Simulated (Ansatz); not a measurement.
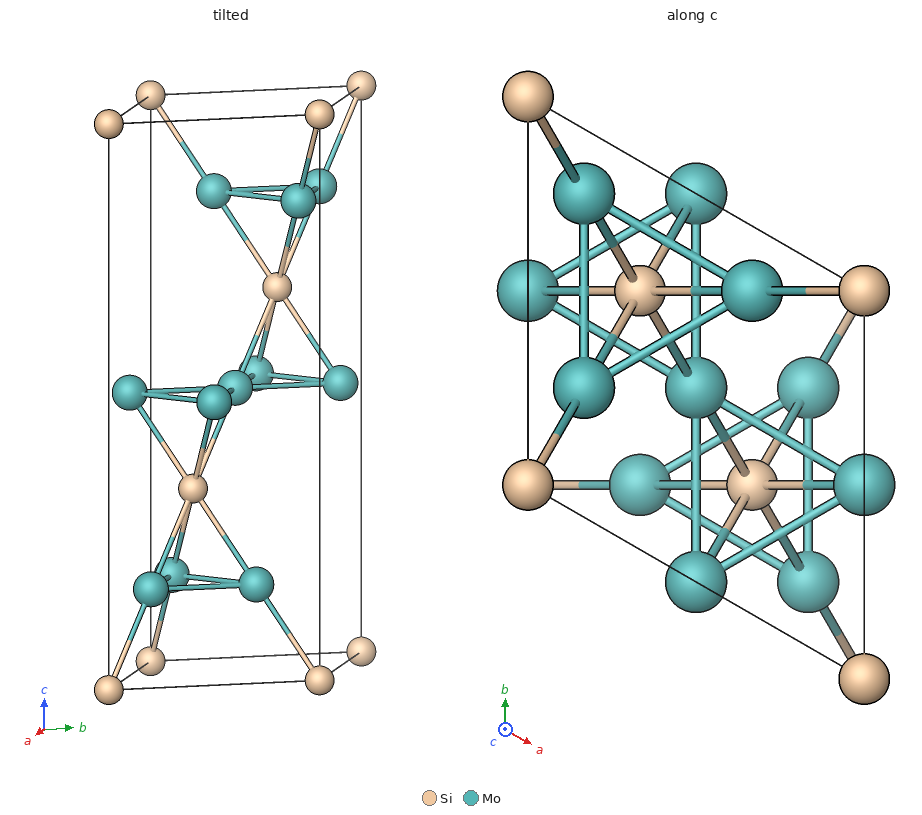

We look at a ball-and-stick model of the crystal slightly off an axis and along the c axis. The wireframe shows the conventional unit cell. Cell: a = 5.05 Å, b = 5.05 Å, c = 12.91 Å, α = 90.00°, β = 90.00°, γ = 120.00°.

Provenance: a random cell made by a generator, so it need not be a real form of the compound. Earlier steps of the study, as a rule a relaxation of our own, may have changed the cell and positions, so they can lie some per cent off the listed ones. It went into a calculation with Ansatz.

Q: Explain the picture.

A: The formula is SiMo₃. Space group: R-3m (No. 166). Lattice: rhombohedral (trigonal R). In the cell are 3 Si, 9 Mo, which makes 3 formula units. The Si atoms are each bonded to six Mo at about 2.6 Å. Mo bonds to four Mo and two Si (about 2.5 Å to Mo, 2.6 Å to Si). The bonds build a three-dimensional framework.

Results below were computed with Ansatz, DFT PBE, scalar-relativistic, plane waves, PAW; the settings were a plane-wave cutoff of 420 eV, k-points about 0.13 Å⁻¹ apart, Gaussian smearing of 0.1 eV, no spin polarisation.

Q: Is the electronic structure metallic or gapped?

A: A metal: bands cross the Fermi level.

Q: What charge does Bader's analysis assign to each element?

A: Si -0.45 e; Mo +0.15 e.

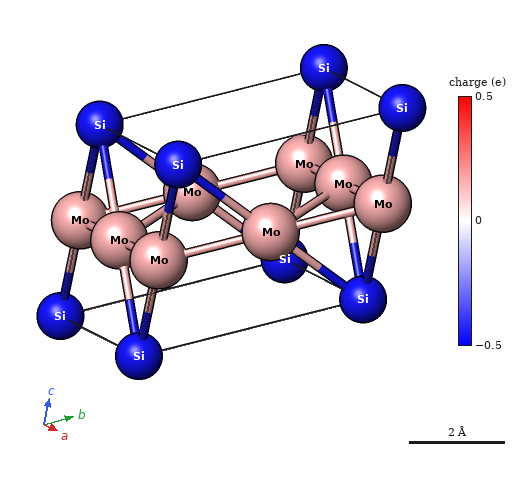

The atoms coloured by those charges. The run's cell of 4 atoms is drawn in a reduced setting, so axes and origin can differ from the first picture.

Q: Do the forces and the stress vanish for this geometry?

A: Yes. All forces vanish to within 0.01 eV/Å. The pressure is 0.0 GPa, close to zero.
